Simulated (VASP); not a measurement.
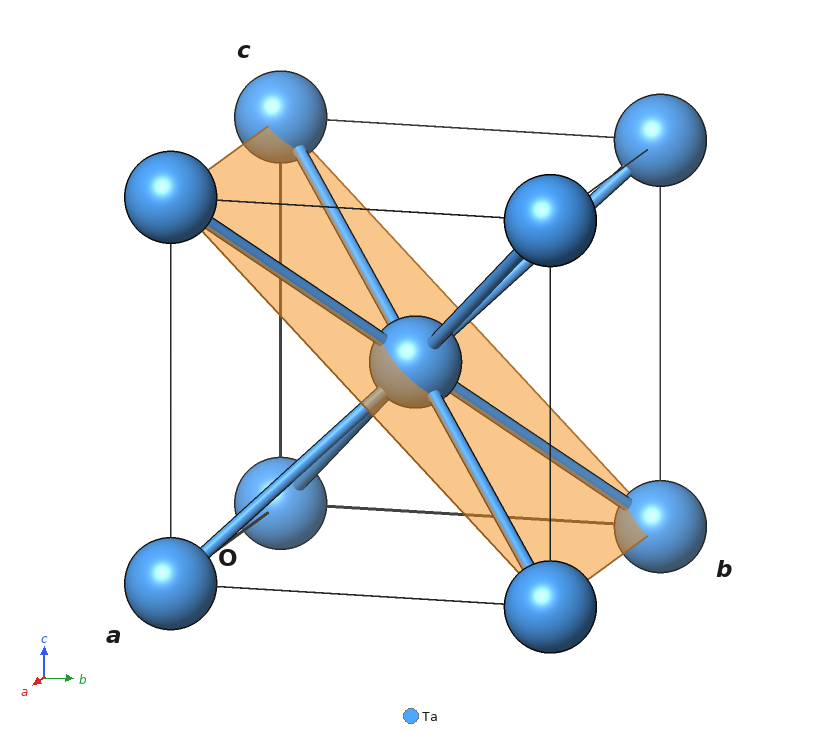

Every member of one family of equally spaced planes, hx + ky + lz = a whole number, that cuts the unit cell is shaded (one member passes through the origin O, touching the cell only at an edge or corner). Crystal: Ta, the geometry relaxed with VASP 6.6.1, VASP Kohn-Sham DFT of a periodic cell, r2SCAN with D3(BJ), VASP PAW PBE potentials, recommended. Geometry calculated from the standardised cell; symmetry tolerance 0.002 Å.

a = 3.289 Å, b = 3.289 Å, c = 3.289 Å, α = 90.00°, β = 90.00°, γ = 90.00°.

Q: What are the Miller indices?

A: (0 1 1); the opposite sign names the same planes. The member next to the origin meets the axes a never, b at 1, c at 1.

Q: What is the spacing?

A: d = 2.326 Å.

Q: Which atoms of the cell lie in these planes (within 0.03 Å)?

A: all 2 Ta.
